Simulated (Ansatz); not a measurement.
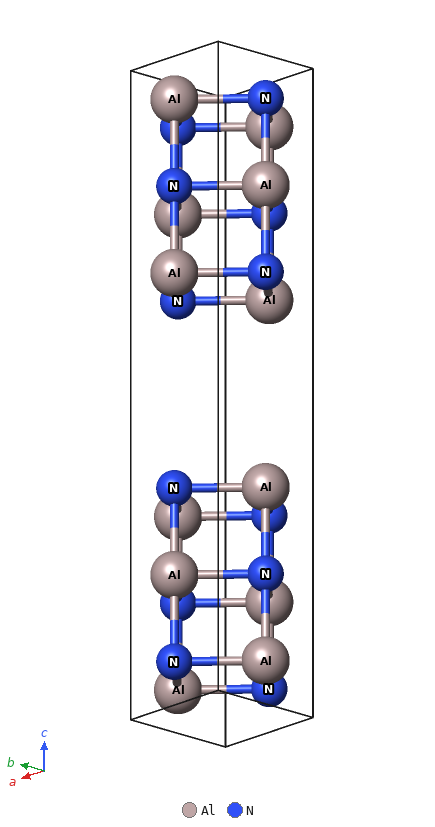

Structure drawing (ball-and-stick), viewed from a general direction. One conventional unit cell is outlined, and atoms on its boundary appear in each equivalent place.

AlN, space group P4/nmm (No. 129), a = 2.86 Å, b = 2.86 Å, c = 15.14 Å, α = 90.00°, β = 90.00°, γ = 90.00°.

Level of theory and settings: Ansatz, DFT PBEsol, scalar-relativistic, plane waves, PAW, plane-wave cutoff 420 eV, k-points about 0.27 Å⁻¹ apart, Gaussian smearing of 0.05 eV, no spin polarisation.

Does it come out as a metal, or with a gap?

Answer. A semiconductor at this level, with a gap of 2.51 eV on the k-mesh (the true edges may lie between mesh points, so the gap can be somewhat smaller).

What is the pressure at this volume?

Answer. The computed pressure is -4.9 GPa (stretched: it would shrink). The stress isn't hydrostatic: its largest component is 7.5 GPa.

Starting structure: a structure listed in the Materials Project. The cell was then strained or its atoms displaced on purpose. It was run through Ansatz as a DFT input.

At this level of theory the cell isn't at rest (stretched, at -5 GPa and forces up to 0.9 eV/Å), so its distances can differ from those at equilibrium, the more so the softer the solid.
